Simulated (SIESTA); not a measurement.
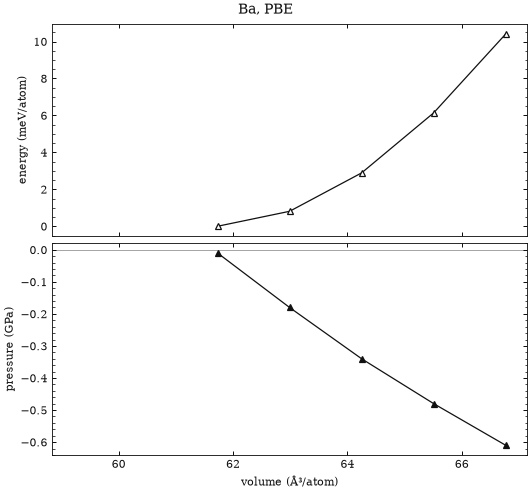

The picture above shows the energy and pressure against volume for Ba, space group Im-3m (No. 229).

Cell as given: a = 4.341 Å, b = 4.341 Å, c = 4.341 Å, α = 109.47°, β = 109.47°, γ = 109.47°; 1 atom.

Calculation (SIESTA 5.4.2): DFT in numerical atomic orbitals with pseudopotentials, no spin polarisation; energies at scaled volumes of the given cell, shape and fractions fixed, counted from the fit's minimum, third-order Birch-Murnaghan fit. Level: PBE.

k mesh 8×8×8; occupations Fermi–Dirac; smearing width 0.05 eV; potentials PseudoDojo 0.4 standard, converted to PSML, two zetas on semicore shells; program settings basis DZP, mesh cutoff 500 Ry.

The points at volume 59.21 Å³/atom and 60.47 Å³/atom are left out of the plot. What values does the calculation give there?

```json
{"volume (Å³/atom)": "59.21", "energy (meV/atom)": "3.12", "pressure (GPa)": "0.43"}
{"volume (Å³/atom)": "60.47", "energy (meV/atom)": "0.70", "pressure (GPa)": "0.20"}
```

Note: mulliken charges of long orbitals.
